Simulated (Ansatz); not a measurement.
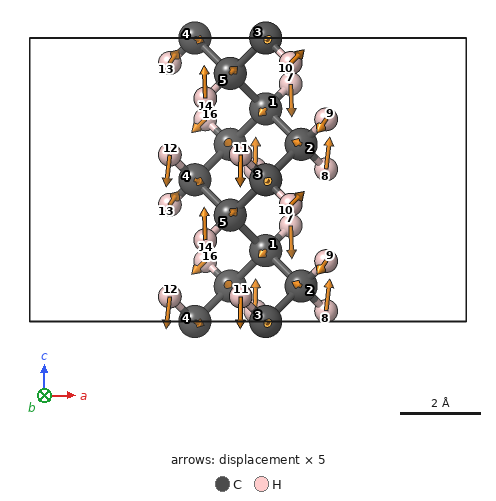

This is a relaxation of a wire of composition H$_{5}$C$_{3}$. The starting structure is drawn; orange arrows show the displacements (the part carried along by the change of the cell is left out), magnified 5 times.

Style: ball-and-stick. Shown: the 2 repeat of the cell, with the vacuum cut short, along the b axis.

Case: wire along [0 0 1], 6 atoms a period, capped with H.

These are results of Ansatz, DFT PBE, scalar-relativistic, plane waves, PAW, not measurements.

Input
```yaml
crystal:
  lattice:
    - [12.9, 0.0, 0.0]
    - [0.0, 13.2, 0.0]
    - [0.0, 0.0, 3.5714737265]
  atoms:
    - { symbol: C, position: [0.5346073036, 0.5338207739, 0.5] }
    - { symbol: C, position: [0.6038219107, 0.4661792261, 0.25] }
    - { symbol: C, position: [0.5346073036, 0.3985376782, 0.0] }
    - { symbol: C, position: [0.3961780893, 0.5338207739, 0.0] }
    - { symbol: C, position: [0.4653926964, 0.4661792261, 0.75] }
    - { symbol: C, position: [0.4653926964, 0.6014623218, 0.25] }
    - { symbol: H, position: [0.5833911635, 0.5814959098, 0.6762050743] }
    - { symbol: H, position: [0.6526057706, 0.5138543619, 0.0737949257] }
    - { symbol: H, position: [0.6526057706, 0.4185040902, 0.4262050743] }
    - { symbol: H, position: [0.5833911635, 0.3508625424, 0.8237949257] }
    - { symbol: H, position: [0.4858234436, 0.3508625424, 0.1762050743] }
    - { symbol: H, position: [0.3473942294, 0.4861456381, 0.1762050743] }
    - { symbol: H, position: [0.3473942294, 0.5814959098, 0.8237949257] }
    - { symbol: H, position: [0.4166088365, 0.4185040902, 0.5737949257] }
    - { symbol: H, position: [0.5141765564, 0.6491374576, 0.0737949257] }
    - { symbol: H, position: [0.4166088365, 0.6491374576, 0.4262050743] }
basis:
  ecutwfc: 420
kpoints:
  mp_grid: { grid: [1, 1, 9] }
hamiltonian:
  xc: pbe
scf:
  occupations: { method: gaussian, width: 0.05 }
output:
  forces: true
  stress: true
  eigenvalues: true
  populations: true
  write_density: true
  write_potential: true
  elf: true
  volumetric_format: npy
relax:
  adjacent_minimum: "off"
  f_tol: 0.02
  max_steps: 45
  cell: { fix: [a, b, alpha, beta, gamma], stress_tol: 0.03 }
```

Run as
```bash
ansatz run input.yaml --threads 4 --pin off --max-ram 11264MiB --backend cpu --events-out ev --progress --plain --runs-dir out
```

Atoms of which element are displaced furthest, and by how much?

Answer. Hydrogen: up to 0.17 Å, against 0.07 Å for carbon.

What happened in the run?

Answer. The largest moves relative to the centre of the atoms, 0.17 Å, are those of H7 and H14. Largest moves by element: H 0.17 Å, C 0.07 Å. Along the periodic axis the drawn cell goes c 7.143 → 7.774 Å (+8.8 %). Among the contacts that change: C1–H7 1.090 → 1.102 Å, C2–C3 1.546 → 1.535 Å, C1–C5 1.546 → 1.557 Å. Among the angles between lasting bonds that change: H12–C4–H13 109.5° → 105.4°, C5–C4–C6 109.5° → 113.0°, C2–C1–H7 109.5° → 107.2°. After 6 accepted moves (8 points after the start) the energy has fallen by 0.349 eV per cell of the calculation. The largest force component goes from 0.92 to 0.0032 eV/Å. At 2 points the geometry stayed and the basis and grid were re-selected for the new cell (energy shift of 47.5 meV per cell of the calculation at most each time).
